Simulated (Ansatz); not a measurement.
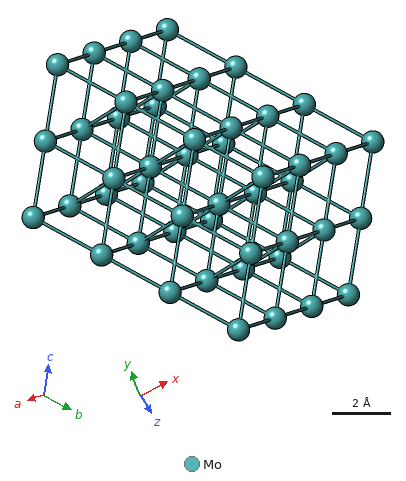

Energy scan for solid Mo (Im-3m), in which the cell is strained along x alone, with the atoms kept at their fractional coordinates. x, y and z are the Cartesian axes of the input. The picture shows the reference cell. A ball-and-stick model of the cell of the calculation, repeated 3 × 3 × 2 with one cell outlined, seen slightly off an axis.

Computed with DFT PBE, scalar-relativistic, plane waves, PAW in Ansatz. Set-up: plane-wave cutoff 420 eV; k-point mesh 22 × 22 × 22; occupations gaussian; smearing width 0.15 eV; no spin polarisation. Energies (free energies at the smearing named) are counted from the cell as listed in its source, which wasn't relaxed.

```
Mo
1.0
    -1.57100    1.57100    1.57100
     1.57100   -1.57100    1.57100
     1.57100    1.57100   -1.57100
Mo
1
Cartesian
  0.0000 0.0000 0.0000
```

What energies does the calculation give (the strain: −0.0600, −0.0450, −0.0300, −0.0150, 0.0000, 0.0150, 0.0300, 0.0450, 0.0525, 0.0600)?

Answer.
| strain | energy change (meV/atom) |
| --- | --- |
| −0.0600 | 123.9 |
| −0.0450 | 73.3 |
| −0.0300 | 36.5 |
| −0.0150 | 12.4 |
| 0.0000 | 0.0 |
| 0.0150 | −1.9 |
| 0.0300 | 5.8 |
| 0.0450 | 22.2 |
| 0.0525 | 33.4 |
| 0.0600 | 46.4 |

The lowest computed point lies at the strain 0.015 (−1.9 meV/atom). The end points stand at 123.9 meV/atom (−0.06) and 46.4 meV/atom (0.06). The unrelaxed reference is under a pressure of 4.8 GPa, which tilts the curve. The distortion takes the space group from Im-3m to I4/mmm. At the strain −0.06 the cell of the drawing goes a 2.721 → 2.668 Å, b 2.721 → 2.668 Å, c 2.721 → 2.668 Å, α 109.5° → 112.8°, β 109.5° → 107.8°, γ 109.5° → 107.8°.
